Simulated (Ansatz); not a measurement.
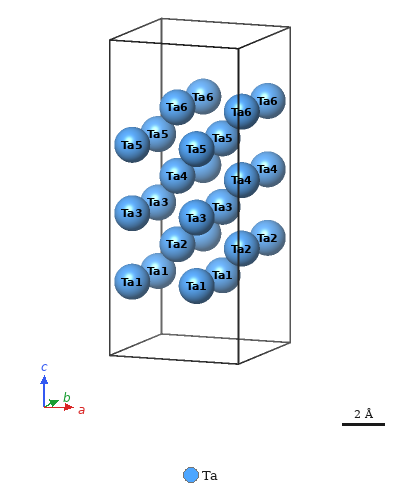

*The structure (spheres-only view of the 2 × 2 repeat of the cell, with the vacuum cut short, seen slightly off an axis; atoms are numbered from 1 in the order of the input).*

Run report: Ta, single-point calculation (part 1 of 2)

- system: Ta (slab, 6 atoms in the cell)
- method: DFT, PBE, all-electron LAPW, scalar-relativistic, no spin polarisation (Ansatz 0.2.0)

Figures and captions count atoms from 1; the log counts them from 0 in places.

### The program's output
```
Ta: projections on atomic orbitals take those of the free atom 1s2 2s2 2p6 3s2 3p6 3d10 4s2 4p6 4d10 4f14 5s2 5p6 5d3 6s2, of charge +0.00 (hamiltonian.pseudopotentials.projection_atoms)
LAPW: plane waves up to 8.232 Å⁻¹, error target 1.0e-3 eV per atom; small_component_spin mean_spin; Ta in spheres of 1.437 Å, 37 of its electrons in bands, Dirac shells [] (how accurate: hamiltonian.pseudopotentials.lapw.basis_error, Limitations)
Engine: ansatz 0.2.0, aarch64-unknown-linux-gnu
Pseudopotentials: kind: all_electron
Pseudopotential: Ta, LAPW, valence charge 37, lapw/all_electron/scalar/gaussian/Ta, Koelling and Harmon's equation, gaussian nucleus
Functional definition: PBE
  parameter kappa = 0.804
  parameter beta = 0.06672455060314922
  exchange = pbe_x(kappa = kappa, mu = beta*pi^2/3)
  correlation = pbe_c(beta = beta)
Crystal: 6 atoms, lattice volume = 267.760 Å³
Basis set: ecut = 258.1882240077134 eV, 2555 PW (Γ), exchange–correlation at level 2
Bands: 134, of which v1, the nominal top of the filled ones, is band 111 counted from 1 (110 counted from 0)
Symmetry: 8 space group operations
k-points: 28 of 144
Non-local potential: Ta, projectors of the file, none
Initial density: superposition of atomic densities (neutral atoms: chi_scale 0, normalization atom)
Initial wavefunctions: plane waves of lowest kinetic energy (no species holds an atomic orbital)
Functional: x = pbe(κ = 0.804, μ = 0.2195149727645171), c = pbe(β = 0.06672455060314922)
iter 1 solved again at ethr=4.27e-2 eV; its pass at ethr=1.00e-1 eV (dr2=9.47e1 eV) is discarded
SCF iter   1: F=—  HF=-2547417.460795 eV  |F-HF|=—  |Δ(HF+E_count)|=         —  Δρ=4.21e-2  dr2=9.47e1  ethr=4.27e-2  p=-0.000 e·Å  D=-1.29e-14 V/Å  ΔV_dip=0.00 eV  dr2_dipole=7.77e-14  V_vac-E_F(+/−)=7.29/7.29 eV  ⟨swp⟩=2.0  Hψ=21539  notcnv=0
efield: sawtooth ramp at fractional position 0.9500 (placed from the atoms, in the widest stretch of the axis that holds none; the zero of the levels goes with the place), width 0.1000; the density the first Hamiltonian is built on has a dipole p = -0.000 e·Å; the dipole correction subtracts the counter field D = -4.29e-13 V/Å, which shifts the + side's vacuum level by +0.00 eV against the − side's; the planar-averaged density in the ramp window peaks in size at 1.6e-6 e/Å³
preconditioner: auto → LDOS  [metal: Δε(μ)=0.096 eV  Ē_g=22.936 eV  σ=0.080 eV  W_gap=0.29  n_scr=80 (ndim 8)  ℏωp=27.8 eV  f_vac=0.538  D(μ)=2.14/eV (n_scr^D=8)  β→1.0]
SCF iter   2: F=—  HF=-2547481.253032 eV  |F-HF|=—  |Δ(HF+E_count)|=    6.38e1  Δρ=1.59e-1  dr2=3.32e3  ethr=4.27e-2  p=-0.000 e·Å  D=-5.07e-7 V/Å  ΔV_dip=0.00 eV  dr2_dipole=3.80e-9  V_vac-E_F(+/−)=-3.81/-3.81 eV  ⟨swp⟩=4.7  Hψ=12039  notcnv=0  recentre
SCF iter   3: F=—  HF=-2547414.248602 eV  |F-HF|=—  |Δ(HF+E_count)|=    6.70e1  Δρ=3.23e-2  dr2=6.27e1  ethr=4.27e-2  p=0.000 e·Å  D=3.21e-7 V/Å  ΔV_dip=-0.00 eV  dr2_dipole=1.83e-12  V_vac-E_F(+/−)=6.51/6.51 eV  ⟨swp⟩=3.1  Hψ=11783  notcnv=0
SCF iter   4: F=—  HF=-2547412.323581 eV  |F-HF|=—  |Δ(HF+E_count)|=    1.93e0  Δρ=1.18e-2  dr2=8.48e0  ethr=2.82e-2  p=-0.000 e·Å  D=-2.82e-7 V/Å  ΔV_dip=0.00 eV  dr2_dipole=1.74e-9  V_vac-E_F(+/−)=11.01/11.13 eV  ⟨swp⟩=2.1  Hψ=10428  notcnv=0
SCF iter   5: F=—  HF=-2547411.294929 eV  |F-HF|=—  |Δ(HF+E_count)|=    1.03e0  Δρ=8.12e-3  dr2=1.83e0  ethr=3.82e-3  p=0.000 e·Å  D=1.14e-6 V/Å  ΔV_dip=-0.00 eV  dr2_dipole=2.22e-10  V_vac-E_F(+/−)=8.48/8.57 eV  ⟨swp⟩=3.0  Hψ=11905  notcnv=0
SCF iter   6: F=—  HF=-2547411.089592 eV  |F-HF|=—  |Δ(HF+E_count)|=         —  Δρ=7.07e-3  dr2=3.13e0  ethr=8.23e-4  p=0.000 e·Å  D=5.45e-7 V/Å  ΔV_dip=-0.00 eV  dr2_dipole=2.16e-11  V_vac-E_F(+/−)=5.50/5.53 eV  ⟨swp⟩=3.0  Hψ=12243  notcnv=0
the basis was enlarged: its passes take 2.4 MiB over the memory plan, 2 of 2 planned eigensolver slots
SCF iter   7: F=—  HF=-2547410.978615 eV  |F-HF|=—  |Δ(HF+E_count)|=   1.11e-1  Δρ=3.22e-3  dr2=7.35e-1  ethr=8.23e-4  p=0.000 e·Å  D=6.08e-7 V/Å  ΔV_dip=-0.00 eV  dr2_dipole=6.30e-13  V_vac-E_F(+/−)=5.15/5.18 eV  ⟨swp⟩=2.0  Hψ=10776  notcnv=0
iter 8 solved again at ethr=1.96e-5 eV; its pass at ethr=3.31e-4 eV (dr2=4.34e-2 eV) is discarded
SCF iter   8: F=—  HF=-2547410.961977 eV  |F-HF|=—  |Δ(HF+E_count)|=   1.66e-2  Δρ=8.38e-4  dr2=4.34e-2  ethr=1.96e-5  p=0.000 e·Å  D=4.54e-7 V/Å  ΔV_dip=-0.00 eV  dr2_dipole=1.75e-11  V_vac-E_F(+/−)=5.29/5.32 eV  ⟨swp⟩=2.1  Hψ=18648  notcnv=0
SCF iter   9: F=—  HF=-2547410.953209 eV  |F-HF|=—  |Δ(HF+E_count)|=   8.77e-3  Δρ=1.32e-3  dr2=7.35e-2  ethr=1.96e-5  p=0.000 e·Å  D=1.18e-7 V/Å  ΔV_dip=-0.00 eV  dr2_dipole=9.12e-13  V_vac-E_F(+/−)=4.79/4.81 eV  ⟨swp⟩=3.0  Hψ=11778  notcnv=0
SCF iter  10: F=—  HF=-2547410.947409 eV  |F-HF|=—  |Δ(HF+E_count)|=   5.80e-3  Δρ=1.88e-4  dr2=7.45e-4  ethr=1.96e-5  p=-0.000 e·Å  D=-3.68e-8 V/Å  ΔV_dip=0.00 eV  dr2_dipole=5.02e-12  V_vac-E_F(+/−)=3.98/3.98 eV  ⟨swp⟩=3.0  Hψ=12051  notcnv=0
SCF iter  11: F=—  HF=-2547410.947281 eV  |F-HF|=—  |Δ(HF+E_count)|=   1.27e-4  Δρ=1.48e-4  dr2=1.08e-3  ethr=3.35e-7  p=-0.000 e·Å  D=-3.40e-8 V/Å  ΔV_dip=0.00 eV  dr2_dipole=5.52e-13  V_vac-E_F(+/−)=3.97/3.97 eV  ⟨swp⟩=2.0  Hψ=11236  notcnv=0
SCF iter  12: F=—  HF=-2547410.947253 eV  |F-HF|=—  |Δ(HF+E_count)|=   2.83e-5  Δρ=2.57e-5  dr2=5.06e-6  ethr=3.35e-7  p=-0.000 e·Å  D=-2.49e-8 V/Å  ΔV_dip=0.00 eV  dr2_dipole=8.13e-14  V_vac-E_F(+/−)=3.98/3.98 eV  ⟨swp⟩=2.0  Hψ=11235  notcnv=0
SCF iter  13: F=—  HF=-2547410.947255 eV  |F-HF|=—  |Δ(HF+E_count)|=   1.90e-6  Δρ=1.15e-5  dr2=9.55e-7  ethr=2.28e-9  p=-0.000 e·Å  D=-1.22e-8 V/Å  ΔV_dip=0.00 eV  dr2_dipole=2.38e-14  V_vac-E_F(+/−)=3.98/3.98 eV  ⟨swp⟩=3.0  Hψ=11590  notcnv=0
SCF iter  14: F=-2547410.947255 eV  HF=-2547410.947255 eV  |F-HF|=7.45e-9  |Δ(HF+E_count)|=   3.74e-7  Δρ=3.69e-6  dr2=9.60e-8  ethr=4.30e-10  p=-0.000 e·Å  D=-5.26e-9 V/Å  ΔV_dip=0.00 eV  dr2_dipole=9.97e-17  V_vac-E_F(+/−)=3.98/3.98 eV  ⟨swp⟩=3.0  Hψ=11571  notcnv=0
SCF 1 converged in 14 iterations: F = -2547410.947255 eV  dr2 = 9.60e-8
```

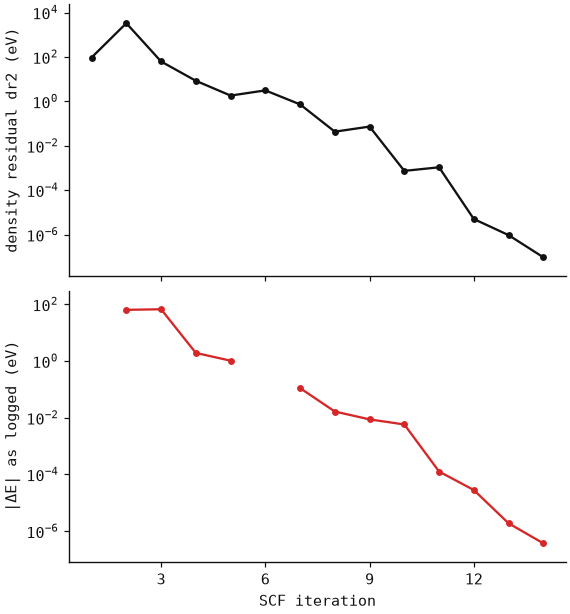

*Convergence of the self-consistent field: density residual dr2 and size of the energy change against the SCF iteration.*

The residual comes down, with one marked jump up, by a factor of about 40, at step 2.

```
SCF converged after 14 iterations
Free energy (F): -2547410.947255 eV
Harris-Foulkes:  -2547410.947255 eV  (|F-HF|=7.45e-9)
Internal energy: -2547410.835119 eV  (E = F + TS)
E sigma→0 (E₀):  -2547410.891187 eV
Entropy (-TS):   -0.112136 eV (-18.689 meV/atom)
Fermi energy:    7.932037 eV
Dipole field:    D = -0.000000 V/Å  (p = -0.000000 e·Å, saw-weighted, corrected)
Work function:   Φ+ = 3.9785 eV   Φ− = 3.9785 eV
Levels:          The Fermi level and band energies are counted from a zero that moves with the ramp; work functions are not
--- Per-component energies (eV) ---
  E_band       = -14959.530442
  E_kinetic    = 2843586.373800
  E_xc         = -51732.993035
  E_efield     = 0.000000  (sawtooth field / dipole correction)
  E_electrostatic = -5339264.215884  (all electrons and nuclei)
  E_smearing   = -0.112136  (= −TS)
  E_closure    = 0.000000  (closes the sum)
  E_atoms      = -2547356.217339  (free atoms, spherical and without spin; not in F)
  Σ components = -2547410.947255   (vs F -2547410.947255, Δ=0.00e0)
  Basis errors (estimates in eV, not in F): energy 3.3e-4 per atom: plane waves 2.9e-4 (1.6e-4 summed), levels above the bands 1.6e-33, relativity 7.9e-8, radial functions 3.5e-5, core shells 1.1e-6; eigenvalues (radial functions only) 3.7e-7; not estimated: angular momenta, meshes, grids; target (lapw.basis_error) 1.0e-3; muffin-tin radii Ta 1.437 Å
--- Forces (eV/Å), atoms counted from 1 ---
  atom   1  Ta     0.00000000     0.00000000     1.40748436
  atom   2  Ta    -0.00000000     0.00000000    -1.13883256
  atom   3  Ta    -0.00000000     0.00000000    -0.64398127
  atom   4  Ta     0.00000000    -0.00000000     0.64398147
  atom   5  Ta     0.00000000    -0.00000000     1.13883267
  atom   6  Ta    -0.00000000     0.00000000    -1.40748475
  max |Σ_I F_I| component: 9.06e-8 eV/Å
--- Stress (GPa, compression-positive) ---
       -4.139445      -0.000000      -0.000000
       -0.000000      -4.139445      -0.000000
       -0.000000      -0.000000      -2.954676
  P = ⅓ Tr σ = -3.7445 GPa (-37.445 kbar)
--- Band table (eV; the first three rows and the last of 28) ---
  k-point 0: bands = ["-209.3231", "-209.3231", "-209.3194", "-209.3194", "-209.3194", "-209.3194", "-209.3039", "-209.3039", "-209.3021", "-209.3021", "-208.2927", "-208.2927", "-208.2911", "-208.2911", "-208.2692", "-208.2692", "-208.2676", "-208.2676", "-208.2675", "-208.2675", "-208.1841", "-208.1841", "-208.1687", "-208.1687", "-208.1589", "-208.1589", "-208.1589", "-208.1589", "-208.1510", "-208.1510", "-60.3026", "-60.3026", "-59.3367", "-59.3218", "-59.2228", "-59.1433", "-26.8657", "-26.8653", "-26.6981", "-26.6981", "-26.6974", "-26.6974", "-26.0670", "-25.9824", "-25.9772", "-25.9772", "-25.8149", "-25.8149", "-25.7339", "-25.5749", "-25.5749", "-25.4293", "-25.3468", "-25.3468", "-12.1922", "-12.1922", "-12.1853", "-12.1853", "-12.1853", "-12.1853", "-12.1853", "-12.1853", "-12.1811", "-12.1811", "-12.1606", "-12.1606", "-12.1606", "-12.1606", "-11.1653", "-11.1638", "-11.1610", "-11.1610", "-11.1610", "-11.1610", "-11.1580", "-11.1579", "-11.1526", "-11.1526", "-11.1513", "-11.1513", "-11.1448", "-11.1428", "-11.0685", "-11.0565", "-11.0549", "-11.0549", "-11.0504", "-11.0484", "-11.0478", "-11.0478", "-11.0294", "-11.0294", "-11.0239", "-11.0213", "-11.0213", "-10.9976", "0.3716", "1.4361", "2.9993", "4.3053", "4.3522", "4.5018", "4.8683", "4.8971", "6.0210", "7.5515", "7.8308", "7.8512", "8.3967", "8.3967", "8.4575", "8.4575", "8.7037", "8.7301", "8.7301", "9.1934", "9.3291", "9.5965", "9.5965", "10.1508", "11.0201", "11.0786", "11.0786", "11.4193", "11.4855", "11.6735", "11.9677", "12.4948", "12.5567", "12.8123", "13.0471", "13.0474", "13.0672", "13.0672"]
  k-point 1: bands = ["-209.3231", "-209.3231", "-209.3194", "-209.3194", "-209.3194", "-209.3194", "-209.3039", "-209.3039", "-209.3021", "-209.3021", "-208.2927", "-208.2927", "-208.2911", "-208.2911", "-208.2692", "-208.2692", "-208.2676", "-208.2676", "-208.2675", "-208.2675", "-208.1841", "-208.1841", "-208.1687", "-208.1687", "-208.1589", "-208.1589", "-208.1589", "-208.1589", "-208.1510", "-208.1510", "-60.3020", "-60.3020", "-59.3347", "-59.3208", "-59.2225", "-59.1452", "-26.8674", "-26.8667", "-26.7135", "-26.7132", "-26.6945", "-26.6939", "-26.0686", "-26.0432", "-25.9673", "-25.9300", "-25.8571", "-25.8121", "-25.6977", "-25.5941", "-25.5791", "-25.4137", "-25.3570", "-25.3564", "-12.1920", "-12.1920", "-12.1856", "-12.1856", "-12.1852", "-12.1852", "-12.1849", "-12.1849", "-12.1811", "-12.1811", "-12.1612", "-12.1612", "-12.1602", "-12.1602", "-11.1652", "-11.1637", "-11.1618", "-11.1618", "-11.1606", "-11.1606", "-11.1575", "-11.1574", "-11.1528", "-11.1524", "-11.1516", "-11.1512", "-11.1444", "-11.1427", "-11.0687", "-11.0565", "-11.0546", "-11.0542", "-11.0515", "-11.0486", "-11.0476", "-11.0469", "-11.0311", "-11.0284", "-11.0234", "-11.0219", "-11.0215", "-10.9986", "0.5171", "1.5594", "3.0833", "4.3898", "4.4462", "4.5582", "4.8897", "5.0302", "6.0517", "7.4077", "7.7887", "7.8151", "8.1496", "8.2767", "8.3694", "8.4783", "8.5199", "8.6727", "8.7075", "9.2719", "9.4722", "9.7021", "9.7361", "10.5583", "10.6228", "10.7263", "11.0827", "11.5412", "11.7668", "11.8869", "11.9443", "12.3436", "12.3467", "12.4361", "12.5955", "13.2461", "13.3990", "13.6486"]
```
